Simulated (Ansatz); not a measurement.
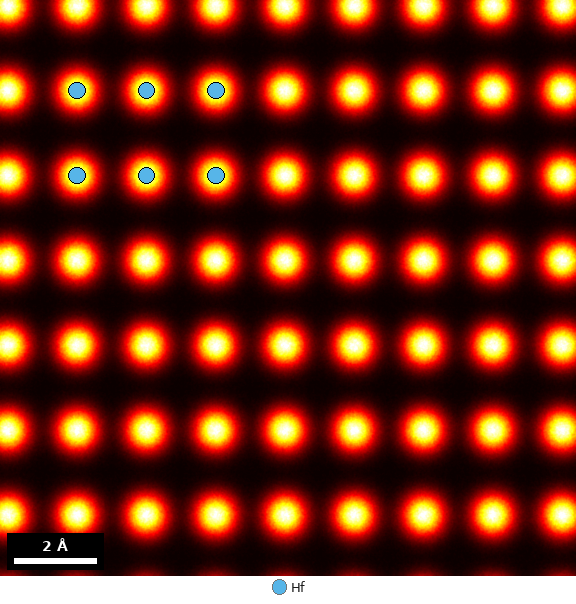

Dark-field STEM-like image of Hf (Pm-3m, No. 221) along [211]. The image is simulated as a sum over atoms of Z^1.8, blurred by a 0.80 Å probe (no channelling). Shot noise was added. Model: the geometry relaxed with DFT, PBE, plane waves (420 eV) with PAW, scalar-relativistic (Ansatz 0.2.0); the starting structure was generated, so it need not be a known form of this composition.

Coloured dots in one corner mark the columns of the model.

> Interpret the image.

The columns repeat on a rectangular net of 1.68 × 2.06 Å (plane group p2mm). All columns are alike (Hf). The shortest distance between visible columns is 1.68 Å in projection. Along the beam the structure repeats every 7.15 Å.
